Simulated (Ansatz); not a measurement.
**Single-point calculation, with input and output: SiC**

- system: SiC (F-43m, 2 atoms in the cell)
- method: DFT, PBE, plane waves, PAW, no spin polarisation (Ansatz 0.2.0)

The structure was built on a prototype by a generator. Some settings of this run were made unusual or wrong on purpose. The geometry comes from this level: r2SCAN. Figures and captions count atoms from 1; the log counts them from 0 in places.

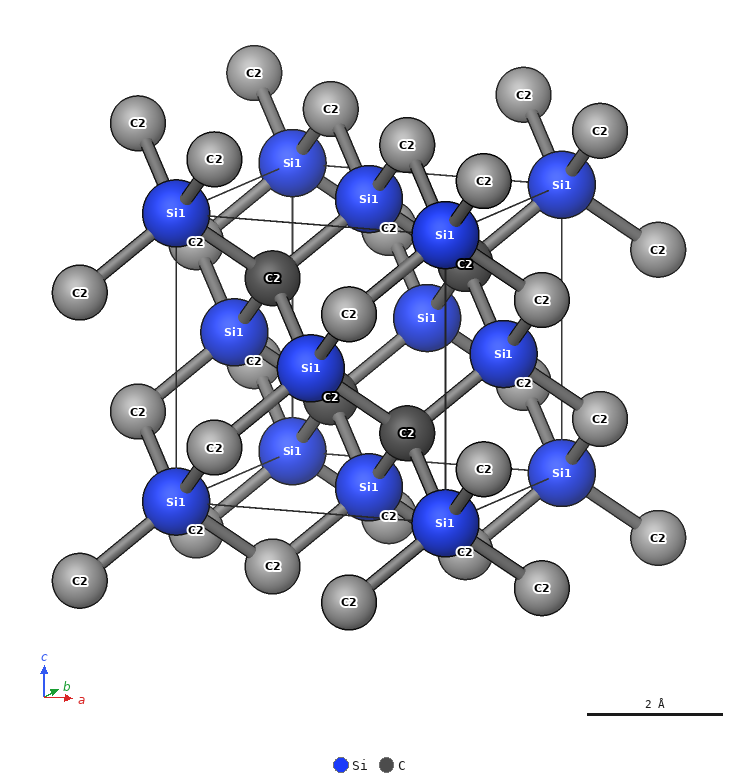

*The structure as given in the input (ball-and-stick view of the cell 4 times as large as that of the calculation, set on its symmetry axes, seen slightly off an axis; neighbours outside the cell are drawn fainter; atoms are numbered from 1 in the order of the input). An atom can appear more than once, as a periodic image.*

Near neighbours in the periodic cell (some may lie outside the picture): Si has 4 C at 1.89 Å; C has 4 Si at 1.89 Å.

## Input
```yaml
crystal:
  lattice:
    - [0.0, 2.1780523476, 2.1780523476]
    - [2.1780523476, 0.0, 2.1780523476]
    - [2.1780523476, 2.1780523476, 0.0]
  atoms:
    - { symbol: Si, position: [0.0, 0.0, 0.0] }
    - { symbol: C, position: [0.25, 0.25, 0.25] }
kpoints:
  mp_grid: { grid: [8, 8, 8] }
hamiltonian:
  xc: pbe
scf:
  occupations: { method: fixed }
  n_extra_bands: 4
  mixing: { beta: 0.005 }
  max_iter: 81
output:
  forces: true
  stress: true
  eigenvalues: true
```

Hardware: 4 threads of Arm Neoverse V1, 112 GiB of memory available, shared host.

Launched with:
```bash
ansatz run input.yaml --threads 4 --pin off --max-ram 3686MiB --backend cpu --events-out ev --progress --plain --runs-dir out
```

## What the program printed
```
scf.n_extra_bands = 4 over 4 filled bands (N_el = 8.0): the run solves 8 bands
Engine: ansatz 0.2.0, aarch64-unknown-linux-gnu
Pseudopotentials: kind: paw
Pseudopotential: Si, paw, valence charge 4, recommended cutoff 420 eV (normal), Si.paw.azcp
Pseudopotential: C, paw, valence charge 4, recommended cutoff 420 eV (normal), C.paw.azcp
Functional definition: PBE
  parameter kappa = 0.804
  parameter beta = 0.06672455060314922
  exchange = pbe_x(kappa = kappa, mu = beta*pi^2/3)
  correlation = pbe_c(beta = beta)
Crystal: 2 atoms, lattice volume = 20.665 Å³
Basis set: ecut = 420 eV, 411 PW (Γ), exchange–correlation on 48×48×48 points (8 copies of the dense FFT grid, shifted against one another)
Bands: 8, of which v1, the nominal top of the filled ones, is band 4 counted from 1 (3 counted from 0)
Symmetry: 24 space group operations
Space group: F-43m (ITA 216), of the structure as read, at distance tolerance 2.7e-5 Å
k-points: 29 of 512 (time reversal used)
Non-local potential: Si, projectors of the file, l = 0: 2, l = 1: 2, l = 2: 2
Non-local potential: C, projectors of the file, l = 0: 2, l = 1: 2, l = 2: 1
PAW form: soft (Blöchl's): semilocal exchange-correlation on the pseudo side does not see the compensation charge
PAW one-centre angular grid: Si, 110 points (default); XC on 64 Gauss nodes
PAW one-centre angular grid: C, 110 points (default); XC on 64 Gauss nodes
Initial density: superposition of atomic densities (neutral atoms: chi_scale 0, normalization atom), corrected by the library's trained network
Initial wavefunctions: pseudopotential atomic-orbital guess
Functional: x = pbe(κ = 0.804, μ = 0.2195149727645171), c = pbe(β = 0.06672455060314922)
SCF iter   1: F=—  HF=-887.155308 eV  |F-HF|=—  |Δ(HF+E_count)|=         —  Δρ=2.18e-3  dr2=9.94e-4  ethr=1.77e-3  ⟨swp⟩=4.8  Hψ=1637  notcnv=0  defer=45
preconditioner: auto → none  [insulator: Δε(μ)=1.335 eV  Ē_g=14.053 eV  n_scr=0 (ndim 8)  ℏωp=23.1 eV  f_vac=0.000  ε∞_Penn≈3.7]
SCF iter   2: F=—  HF=-887.155339 eV  |F-HF|=—  |Δ(HF+E_count)|=   3.09e-5  Δρ=2.00e-3  dr2=8.08e-4  ethr=1.24e-5  ⟨swp⟩=2.1  Hψ=530  notcnv=0  defer=52
SCF iter   3: F=—  HF=-887.155317 eV  |F-HF|=—  |Δ(HF+E_count)|=   2.25e-5  Δρ=1.79e-3  dr2=6.36e-4  ethr=1.01e-5  ⟨swp⟩=1.0  Hψ=232  notcnv=0  defer=8
SCF iter   4: F=—  HF=-887.155298 eV  |F-HF|=—  |Δ(HF+E_count)|=   1.93e-5  Δρ=1.70e-3  dr2=5.64e-4  ethr=7.95e-6  ⟨swp⟩=1.0  Hψ=232  notcnv=0
SCF iter   5: F=—  HF=-887.155375 eV  |F-HF|=—  |Δ(HF+E_count)|=   7.73e-5  Δρ=1.43e-3  dr2=4.31e-4  ethr=7.05e-6  ⟨swp⟩=1.4  Hψ=243  notcnv=0  defer=6
SCF iter   6: F=—  HF=-887.155340 eV  |F-HF|=—  |Δ(HF+E_count)|=   3.44e-5  Δρ=7.73e-4  dr2=1.11e-4  ethr=5.39e-6  ⟨swp⟩=2.1  Hψ=288  notcnv=0  defer=37
SCF iter   7: F=—  HF=-887.155312 eV  |F-HF|=—  |Δ(HF+E_count)|=   2.89e-5  Δρ=4.18e-4  dr2=1.85e-5  ethr=1.39e-6  ⟨swp⟩=1.6  Hψ=277  notcnv=0
SCF iter   8: F=—  HF=-887.155316 eV  |F-HF|=—  |Δ(HF+E_count)|=   4.23e-6  Δρ=9.14e-5  dr2=5.14e-7  ethr=2.31e-7  ⟨swp⟩=2.0  Hψ=343  notcnv=0
SCF iter   9: F=-887.155317 eV  HF=-887.155317 eV  |F-HF|=3.79e-9  |Δ(HF+E_count)|=   1.50e-6  Δρ=3.71e-6  dr2=1.55e-9  ethr=1.25e-9  ⟨swp⟩=4.9  Hψ=1295  notcnv=0
SCF 1 converged in 9 iterations: F = -887.155317 eV  dr2 = 1.55e-9
  greatest PAW one-centre occupation: 0.645 electrons in one spin orbital (limit 2), on the C atom at site 1 (counted from 0), in its partial waves of l = 0
Following the negative reading down, search 1: the free energy F (with its fill's electron-count term) along its direction. At the converged state itself: F - F(close) = -9.231e-11 eV
  point 1 (+, 4.0e-4 eV away): F - F(close) = +8.994e-4 eV
  point 2 (-, 4.0e-4 eV away): F - F(close) = +8.953e-4 eV
The SCF converged. Along the directions that its mixing steps explored, a Ritz value of the dielectric operator 1 − χ₀K read negative at each of the last 4 readings (its real part and the size of its imaginary part sum to between -53 and -43).
The result is that of the SCF whose close was followed: no lower state was reached; 0 iterations were spent on what was left
SCF converged after 9 iterations
Free energy (F): -887.155317 eV
Harris-Foulkes:  -887.155317 eV  (|F-HF|=3.79e-9)
Internal energy: -887.155317 eV  (E = F + TS)
E sigma→0 (E₀):  -887.155317 eV
Fermi energy:    9.496996 eV
--- Per-component energies (eV) ---
  E_band       = 28.805563
  E_kinetic    = 135.803489
  E_local      = -104.339013  (includes V_loc(G=0)·N_el)
  E_nonlocal   = 51.863338
  E_hartree    = 32.050609
  E_xc         = -105.527291
  E_vxc        = -109.401241  (∫ρ·V_xc dr)
  E_paw        = -612.098775  (= ΣΔE_a)
  E_vpaw       = -9.222056  (= ΣTr[D̂ρ^β])
  E_aug_tail   = 0.000014  (compensation charges beyond the density's cutoff)
  E_ewald      = -284.907687
  E_smearing   = -0.000000  (= −TS)
  E_closure    = 0.000000  (closes the sum)
  Σ components = -887.155317   (vs F -887.155317, Δ=0.00e0)
--- Forces (eV/Å), atoms counted from 1 ---
  atom   1  Si     0.00000000     0.00000000    -0.00000000
  atom   2  C     -0.00000000     0.00000000     0.00000000
  max |Σ_I F_I| component: 1.48e-16 eV/Å
--- Stress (GPa, compression-positive) ---
        3.564761       0.000000      -0.000000
        0.000000       3.564761       0.000000
       -0.000000       0.000000       3.564761
  P = ⅓ Tr σ = 3.5648 GPa (35.648 kbar)
--- Band table (eV; the first three rows and the last of 29) ---
  k-point 0: bands = ["-5.9175", "9.4970", "9.4970", "9.4970", "15.7257", "16.8149", "16.8149", "16.8149"]
  k-point 1: bands = ["-5.6125", "8.0128", "9.2962", "9.2962", "15.9710", "17.1659", "17.1659", "17.3356"]
  k-point 2: bands = ["-4.7205", "5.2025", "8.8910", "8.8910", "15.4914", "17.4136", "17.4136", "18.8504"]
  k-point 28: bands = ["-0.6609", "2.4720", "4.5039", "4.8070", "14.7066", "18.9445", "18.9663", "19.2737"]
```

## What the run reported

- outcome: converged
- space group (tolerance 0.01 Å): F-43m (216)
- electrons treated: 8
- free energy: −887.1553 eV
- Fermi energy: 9.497 eV
- gap on the k-point mesh: 1.36 eV
- pressure: 3.56 GPa
- largest force (length of the vector): under 0.001 eV/Å
- wall time: 0.82 s (CPU time 2.5 s)
- peak memory: 0.27 GiB

Some settings of this run were drawn to be unusual or wrong. It converged; results that depend on the unusual settings are not reference values. The program warns: a screening estimate came out negative during mixing.
